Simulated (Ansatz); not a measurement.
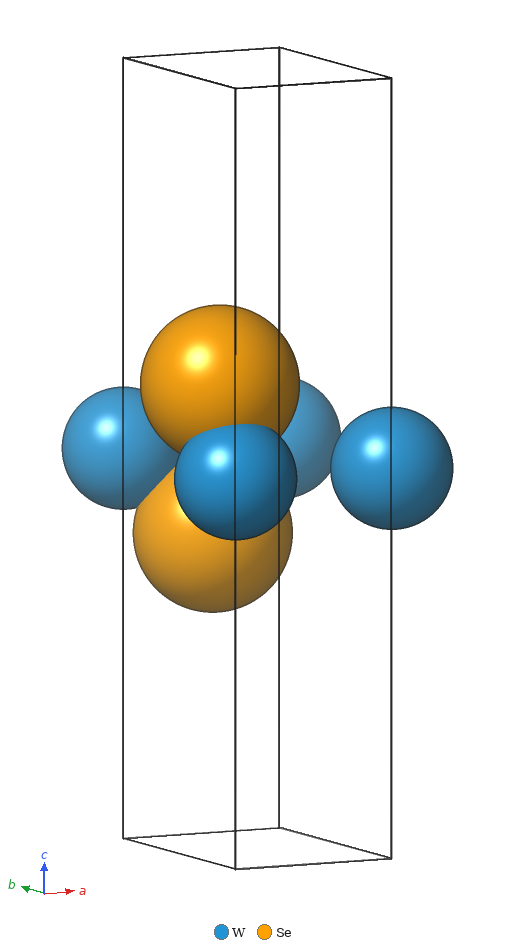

The image is a space-filling drawing of a crystal, viewed from the side at a slight tilt. Atoms at the boundary of the simulation cell (the box) are drawn once for each face, edge or corner they touch.

WSe₂, a = 3.31 Å, b = 3.31 Å, c = 16.66 Å, α = 90.00°, β = 90.00°, γ = 120.00°.

Theory: Ansatz, DFT r2SCAN, scalar-relativistic, plane waves, PAW. Numerical settings: wavefunction cutoff 500 eV, a 12×12×2 sampling of the Brillouin zone, Gaussian smearing of 0.05 eV, no spin polarisation.

Is the electronic structure metallic or gapped?

A semiconductor at this level, with a gap of 0.90 eV on the k-mesh (the true edges may lie between mesh points, so the gap can be somewhat smaller).

Source of the structure: a structure listed in the Materials Project. The cell was then strained or its atoms displaced on purpose. It went into a calculation with Ansatz.

At this level of theory the run's own cell isn't at rest (compressed, at 5 GPa and forces up to 7.0 eV/Å), so its distances can differ from those at equilibrium, the more so the softer the solid.
